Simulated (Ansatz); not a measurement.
Run report: SiO$_{2}$, molecular dynamics (part 3 of 3)

The same run, continued: SiO$_{2}$ (slab, 24 atoms in the cell); DFT PBE, scalar-relativistic, plane waves, PAW, PAW set soft_1, no spin polarisation (Ansatz 0.2.0); cutoff 420 eV, 2×2×1 k-mesh, Fermi–Dirac smearing of 0.05 eV. The structure derives from an entry of the Crystallography Open Database. The input holds or restrains some coordinates. It belongs to a series of runs on one base structure; here: dynamics from the last frame of the run before.

Geometry of the input (Å; fractional positions):
```
5.9206  0.0000  0.0000
0.0000  5.3368  0.0000
0.0000  0.0000  17.7714
Si 0.0000  0.0000  0.0563
Si 0.5000  0.2500  0.0563
O  0.9960  -0.0050  0.1675
O  0.1941  0.2500  0.0563
O  0.4976  -0.0014  0.1124
O  0.8059  0.2500  0.0563
Si 0.4897  -0.0502  0.2618
Si -0.0201  0.1849  0.2486
O  0.5169  -0.1442  0.3610
O  0.6904  0.1874  0.2655
O  0.0265  -0.0629  0.2985
O  0.3158  0.2112  0.2513
Si 0.0000  0.5000  0.0563
Si 0.5000  0.7500  0.0563
O  0.9911  0.4913  0.1622
O  0.1941  0.7500  0.0563
O  0.4992  0.4880  0.1186
O  0.8059  0.7500  0.0563
Si 0.5033  0.4661  0.2540
Si 0.0058  0.6893  0.2428
O  0.5164  0.5295  0.3481
O  0.6886  0.7263  0.2309
O  -0.0042  0.4445  0.2958
O  0.3208  0.7132  0.2342
```

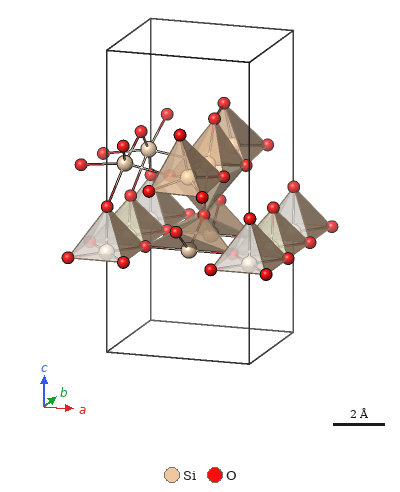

**Figure 1.** The geometry at step 81 of the log (polyhedral view of the cell of the calculation, with the vacuum cut short, seen slightly off an axis; polyhedra are completed across the faces of the cell).

**Trajectory as extended XYZ, continued**
```
24
Lattice="5.9206 0.0000 0.0000 0.0000 5.3368 0.0000 0.0000 0.0000 17.7714" Properties=species:S:1:pos:R:3:forces:R:3 step=16 time_fs=24.0 energy=-14169.13152 temperature=1608.6
Si    0.0000    0.0000    1.0000   -0.0583   0.0609   6.0404
Si    2.9603    1.3342    1.0000   -0.0269  -2.0064  -0.0685
O     5.8072   -0.0939    2.7055    0.9609   0.7749   2.9877
O     1.1492    1.3342    1.0000   -1.5798  -0.5946  -3.5027
O     2.9575   -0.0516    2.0103   -0.0093   1.2870  -0.5463
O     4.7714    1.3342    1.0000    1.4668   0.0036  -3.3444
Si    3.0546   -0.3352    4.8089   -0.4749  -0.2661  -2.9682
Si   -0.0401    0.9676    4.2439    1.0069   0.8240   1.9086
O     3.0476   -1.0214    6.3595   -1.2143   4.5452   1.1289
O     4.0396    1.1772    4.2665    2.6480  -3.3466   0.6134
O     0.0542   -0.3751    5.3185   -0.4700   1.1482  -2.6848
O     1.8977    1.0278    4.3247    0.2666  -0.1866   1.0889
Si    0.0000    2.6684    1.0000    0.1119  -0.1133   6.4600
Si    2.9603    4.0026    1.0000   -0.0044  -1.1220   0.5310
O     6.0110    2.5629    2.7500   -0.4558   0.4638   1.2546
O     1.1492    4.0026    1.0000   -1.5610  -0.1364  -3.2846
O     2.9350    2.5936    1.9866    0.3206   2.1303   0.6316
O     4.7714    4.0026    1.0000    1.4180  -0.7218  -3.3859
Si    3.0137    2.3860    4.5849   -0.9280   3.4365   0.5520
Si    0.1619    3.6719    4.1546   -2.7725  -0.9150   2.3676
O     3.4238    3.0498    6.3905   -0.5387  -4.3200  -1.5570
O     4.1829    3.7514    4.2416   -1.8547   0.2029  -1.4089
O     0.0578    2.3380    5.3470    0.2881  -0.1638  -3.3046
O     1.8363    3.7876    4.1411    3.4605  -0.9849   0.4912
24
Lattice="5.9206 0.0000 0.0000 0.0000 5.3368 0.0000 0.0000 0.0000 17.7714" Properties=species:S:1:pos:R:3:forces:R:3 step=32 time_fs=48.0 energy=-14168.91941 temperature=2304.6
Si    0.0000    0.0000    1.0000    0.4929  -0.1078   5.7222
Si    2.9603    1.3342    1.0000   -0.1332  -1.6677  -1.4831
O     5.9839   -0.1225    2.8695    0.9529  -0.4329  -3.5293
O     1.1492    1.3342    1.0000   -1.2770  -1.2028  -3.8484
O     2.9662    0.0095    1.9468   -0.0568  -0.4873   0.4850
O     4.7714    1.3342    1.0000    1.6927  -0.5774  -2.9057
Si    3.2129   -0.3406    4.6948   -0.4081   1.4023   0.8019
Si    0.2692    1.0100    4.0842   -1.3826   0.7839   3.3352
O     3.1286   -0.7837    6.5096    0.8030  -2.1299  -3.5139
O     4.2768    0.9809    4.1133   -2.1084   2.2813   0.8110
O    -0.1448   -0.3379    5.1554    2.2713   0.9508   0.1108
O     2.0755    1.0422    4.3955    0.1096   0.0625  -0.0259
Si    0.0000    2.6684    1.0000    0.5460  -0.1210   5.3764
Si    2.9603    4.0026    1.0000   -0.2346   1.1775  -0.7857
O     6.1532    2.5670    2.6512   -1.0235   0.7388   0.6156
O     1.1492    4.0026    1.0000   -1.3483   0.5487  -3.6090
O     2.9792    2.6506    1.8769   -0.1083   0.5805   2.0849
O     4.7714    4.0026    1.0000    1.7085   0.1698  -2.7399
Si    3.1760    2.5084    4.4860   -1.6533  -2.6743   2.1781
Si    0.0288    3.7989    4.0329    1.7556  -1.7206   0.5742
O     3.3649    2.8923    6.2756   -0.6615   1.6998  -1.1225
O     4.2081    3.6618    3.9442    0.6085   1.4711  -0.5881
O     0.2677    2.4188    4.8857   -1.0299  -0.1157   2.1944
O     2.0138    3.8706    4.1514    0.4845  -0.6296  -0.1384
24
Lattice="5.9206 0.0000 0.0000 0.0000 5.3368 0.0000 0.0000 0.0000 17.7714" Properties=species:S:1:pos:R:3:forces:R:3 step=49 time_fs=73.5 energy=-14168.41388 temperature=2600.0
Si    0.0000    0.0000    1.0000    1.0163   0.0547   6.3821
Si    2.9603    1.3342    1.0000   -0.0753  -0.8249   1.1319
O     6.2594    0.0168    2.7692   -1.3874   0.3612   0.2354
O     1.1492    1.3342    1.0000   -1.3815  -0.3905  -3.9187
O     3.1426   -0.0987    2.0250   -1.5472   3.1080  -0.9246
O     4.7714    1.3342    1.0000    2.2076   0.3163  -2.3805
Si    3.2172   -0.2260    4.6109   -1.8987  -0.6038  -4.7177
Si    0.2946    1.1985    4.1868    0.8780  -3.1827  -0.0162
O     3.4775   -1.0395    5.9376    1.6599   3.0268   4.5138
O     4.2783    1.0843    4.3617    1.7406   0.0356  -0.6105
O     0.3189   -0.2392    5.1804   -1.3091   0.4843  -1.0806
O     2.0809    1.1044    4.5221    1.9515   0.6756  -0.9461
Si    0.0000    2.6684    1.0000    1.3640   0.1734   6.8907
Si    2.9603    4.0026    1.0000   -0.2154  -2.4710   1.1435
O     6.3815    2.7196    2.8003   -2.1260  -2.9634  -3.7886
O     1.1492    4.0026    1.0000   -1.0969   0.4335  -3.9739
O     2.9353    2.5797    2.0877    0.5673   0.4249  -1.6595
O     4.7714    4.0026    1.0000    2.5147  -0.7188  -2.8548
Si    3.3335    2.4846    4.4105   -2.1775   1.4065  -2.7020
Si    0.2733    3.8717    4.0036    0.2310   0.5442   1.3344
O     3.1432    3.0013    5.9643    0.1038  -2.7985   1.7027
O     4.3889    3.7816    3.6214   -0.1770   0.0643   3.2037
O     0.2834    2.5252    5.0159   -1.3238   1.9426   2.7729
O     2.1316    3.8432    4.0036    0.4812   0.9018   0.2623
24
Lattice="5.9206 0.0000 0.0000 0.0000 5.3368 0.0000 0.0000 0.0000 17.7714" Properties=species:S:1:pos:R:3:forces:R:3 step=65 time_fs=97.5 energy=-14168.41848 temperature=1660.2
Si    0.0000    0.0000    1.0000    0.9818   0.5063   7.6049
Si    2.9603    1.3342    1.0000   -0.1099   2.2972  -2.0879
O     6.1842    0.1046    2.7573   -0.6706  -2.0659   0.6724
O     1.1492    1.3342    1.0000   -1.2239   0.7244  -4.3007
O     2.9178    0.1012    1.9800    1.0363  -3.3726   1.3514
O     4.7714    1.3342    1.0000    1.9754  -0.0652  -2.9760
Si    3.2070   -0.2121    4.2637    2.1633   2.5930   2.7113
Si    0.2644    1.3178    4.3873    0.9449  -2.7415  -0.3889
O     3.6573   -0.9980    6.1127   -2.7233  -1.1444  -1.1947
O     4.4488    1.2098    4.3135   -0.6773  -0.6427  -0.8797
O     0.5220   -0.2616    5.2772   -0.5478   3.5026  -1.4200
O     2.2791    1.2862    4.2948   -1.9984  -0.9502  -0.7299
Si    0.0000    2.6684    1.0000    1.0064  -0.5589   6.8132
Si    2.9603    4.0026    1.0000   -0.2081   0.4921  -0.4356
O     6.2124    2.5375    2.8405   -0.6102   1.9169   0.5389
O     1.1492    4.0026    1.0000   -1.5651  -0.4539  -2.9838
O     3.1122    2.6707    2.0015   -0.4564  -0.6426   1.0177
O     4.7714    4.0026    1.0000    2.2673   0.3175  -2.2442
Si    3.3872    2.6046    4.1852   -0.5461  -0.5152   1.5669
Si    0.3934    3.8834    4.1499   -1.1238   0.4296  -0.4700
O     3.0871    2.9073    5.8837    1.7495   2.8886   0.4807
O     4.4532    3.9546    3.9667   -0.1347  -0.4578  -1.8351
O     0.1497    2.6770    5.3573    1.8341  -0.9830  -1.9165
O     2.1924    3.9342    3.7527   -1.3635  -1.0741   1.1055
24
Lattice="5.9206 0.0000 0.0000 0.0000 5.3368 0.0000 0.0000 0.0000 17.7714" Properties=species:S:1:pos:R:3:forces:R:3 step=81 time_fs=121.5 energy=-14168.25669 temperature=1693.0
Si    0.0000    0.0000    1.0000    0.4668  -0.3581   6.6541
Si    2.9603    1.3342    1.0000    0.0115   0.4419   0.9055
O     6.0012   -0.1764    2.8892    1.7229   2.7437  -0.0416
O     1.1492    1.3342    1.0000   -1.3320  -0.8207  -3.2100
O     2.8943   -0.0441    2.0588    1.1986   1.2815  -1.1690
O     4.7714    1.3342    1.0000    1.8586  -1.3379  -2.9112
Si    3.4059   -0.0319    4.3223   -3.0115  -2.6730  -0.1464
Si    0.3576    1.1680    4.3497    0.5700   6.1726  -2.6220
O     3.3400   -0.8657    6.2298    0.3129   1.0443  -1.9985
O     4.4298    1.2566    4.1149    0.1392   0.7797   1.5949
O     0.6816    0.0167    5.3488   -1.9865  -3.2463   0.3925
O     2.1360    1.3968    3.9408    1.6978  -1.6743   1.7783
Si    0.0000    2.6684    1.0000    0.3495   0.0683   6.9202
Si    2.9603    4.0026    1.0000    0.1663  -1.5192   0.6673
O     6.0202    2.6256    2.6589    0.8054  -0.2487   2.1161
O     1.1492    4.0026    1.0000   -1.2578   0.1536  -3.5335
O     3.1307    2.6430    2.1177   -0.7633   0.1370  -1.1146
O     4.7714    4.0026    1.0000    1.7086   0.8075  -3.2197
Si    3.2831    2.6872    4.1799   -0.7142   0.0019  -0.5834
Si    0.3661    4.0275    4.2224    0.7866  -2.7448  -0.7109
O     3.4014    3.1421    5.9226   -0.2059  -1.4221   1.2378
O     4.4513    3.9053    3.9333    0.3553   1.8261   1.1223
O     0.5094    2.6872    5.2800   -1.6128  -0.8957  -2.0529
O     2.2162    3.9848    3.9732   -1.2662   1.4827  -0.0752
24
Lattice="5.9206 0.0000 0.0000 0.0000 5.3368 0.0000 0.0000 0.0000 17.7714" Properties=species:S:1:pos:R:3:forces:R:3 step=98 time_fs=147.0 energy=-14168.91331 temperature=2172.6
Si    0.0000    0.0000    1.0000    0.4143   0.3629   6.1255
Si    2.9603    1.3342    1.0000   -0.1978   3.7831  -0.9665
O     6.0713    0.1677    2.6834    0.4501  -2.1125   1.1612
O     1.1492    1.3342    1.0000   -0.9152   0.4265  -4.0573
O     3.0702    0.0203    1.8922   -0.7852  -0.4407   1.4181
O     4.7714    1.3342    1.0000    1.5426   0.8847  -3.1537
Si    3.3072   -0.0465    4.3713    2.0717   0.9375   0.0223
Si    0.4222    1.3629    4.0066   -3.5959  -6.3739  -0.4480
O     3.1440   -0.6514    5.9208    1.1233  -1.3688   2.3281
O     4.3717    1.4143    4.1468   -1.6809  -0.8408   0.0005
O     0.0903   -0.1009    5.1722    1.3930  -0.0152  -2.3203
O     2.1794    1.1552    4.1655   -1.0947   2.3692  -0.8495
Si    0.0000    2.6684    1.0000    0.4255  -0.2316   5.9014
Si    2.9603    4.0026    1.0000   -0.0838  -1.7797  -1.0987
O     6.0271    2.6125    2.7898    1.0813   1.6878  -1.5174
O     1.1492    4.0026    1.0000   -1.7734   0.3618  -3.1726
O     2.8689    2.7489    2.0891    0.9767  -2.5474   0.4443
O     4.7714    4.0026    1.0000    2.1618  -0.3465  -2.5098
Si    3.1287    2.7549    4.1647    2.7587  -1.8416   0.9264
Si    0.3556    3.8913    4.1154   -2.4603   2.0473   1.6120
O     3.5876    3.2157    5.8595   -2.1466   1.2436   0.3039
O     4.2875    4.0050    3.8613    1.4745   0.3659  -1.8139
O     0.5171    2.4958    5.0372   -0.2984   4.6792   3.0662
O     2.0500    4.0894    3.9634   -0.8411  -1.2510  -1.4022
24
Lattice="5.9206 0.0000 0.0000 0.0000 5.3368 0.0000 0.0000 0.0000 17.7714" Properties=species:S:1:pos:R:3:forces:R:3 step=114 time_fs=171.0 energy=-14167.98041 temperature=1188.4
Si    0.0000    0.0000    1.0000    0.7322   0.1522   5.4613
Si    2.9603    1.3342    1.0000   -0.2473  -1.5975  -1.0832
O     6.1542    0.0383    2.6956   -0.8964  -0.1910  -2.9066
O     1.1492    1.3342    1.0000   -1.3327   0.3375  -4.3419
O     2.9283    0.0099    1.9999    0.5025   0.4272  -1.4242
O     4.7714    1.3342    1.0000    1.5212  -0.4306  -3.3272
Si    3.3518   -0.0173    4.5477   -2.6772   0.1327  -0.9053
Si    0.1051    1.1805    3.9044    1.4221   6.0892   1.4859
O     3.1781   -0.5742    6.1691    0.3802  -0.3685  -1.9642
O     4.2696    1.3677    4.2329    0.6279   1.0067  -1.4873
O    -0.0789   -0.0780    4.7840    0.9446  -1.2527   6.6820
O     2.1359    1.3880    4.4227   -1.4099  -1.9908  -0.6447
Si    0.0000    2.6684    1.0000    0.4961  -0.0640   4.8587
Si    2.9603    4.0026    1.0000   -0.3333  -0.1379   0.7629
O     5.9705    2.6394    2.6771    0.0278  -1.0790   1.2512
O     1.1492    4.0026    1.0000   -1.5044  -0.2840  -3.7092
O     2.9671    2.5983    1.9646    0.3838   1.5889   0.6022
O     4.7714    4.0026    1.0000    1.6650   0.3080  -2.9052
Si    3.1715    2.7431    4.2374   -2.1231   1.1150   0.4023
Si    0.0515    3.8742    4.0407    2.4870  -0.4453  -2.5311
O     3.4321    3.3180    5.9663   -0.3916  -0.4403  -0.6558
O     4.2401    4.0427    3.5790   -0.6093  -0.4440   2.5723
O     0.1392    2.6993    5.0946   -0.0809  -2.6734  -0.1780
O     1.9600    3.9148    3.6176    0.4157   0.2417   3.9852
24
Lattice="5.9206 0.0000 0.0000 0.0000 5.3368 0.0000 0.0000 0.0000 17.7714" Properties=species:S:1:pos:R:3:forces:R:3 step=130 time_fs=195.0 energy=-14169.44554 temperature=1865.9
Si    0.0000    0.0000    1.0000    0.3194  -0.3883   6.3828
Si    2.9603    1.3342    1.0000    0.2006   2.4278  -0.7570
O     6.0092   -0.1519    2.7291   -0.4381   2.6626   0.0064
O     1.1492    1.3342    1.0000   -1.6935   0.3694  -3.1094
O     2.8970    0.0642    1.9684    0.4196  -1.9271   0.5642
O     4.7714    1.3342    1.0000    2.2436  -0.2286  -2.6362
Si    3.1034    0.0124    4.5007   -0.7877  -0.7114  -1.9314
Si    0.0057    1.4189    4.2076    0.7185  -3.5338   0.8461
O     3.2078   -0.5962    6.0494   -0.0303  -1.0967   1.4178
O     4.1317    1.4522    3.9250   -1.1058  -2.3351   1.5545
O     0.1350   -0.0531    5.2556   -1.8844   1.3651  -3.0196
O     1.8681    1.3200    4.3131    2.2697   0.3174  -0.0324
Si    0.0000    2.6684    1.0000    0.5070   0.1303   6.2720
Si    2.9603    4.0026    1.0000   -0.1585   1.1202  -0.5594
O     6.1831    2.6885    2.7936   -1.6388  -1.8355  -1.8143
O     1.1492    4.0026    1.0000   -1.0223  -0.4799  -3.7823
O     3.1725    2.7511    2.0006   -2.2364  -2.5635   0.8187
O     4.7714    4.0026    1.0000    2.0659   0.3450  -3.4338
Si    2.9626    2.7454    4.2861    0.5427   0.6890   0.5115
Si    0.1084    3.9692    3.9726   -1.8670   1.7667   2.8987
O     3.2751    3.2275    5.9601   -0.5884   0.8298   0.8973
O     4.1032    4.0223    3.9219    0.0087   1.4031  -1.5111
O    -0.0998    2.7212    5.0906    0.4683   0.9967   1.4547
O     1.7694    3.9656    4.1425    3.6876   0.6766  -1.0378
```
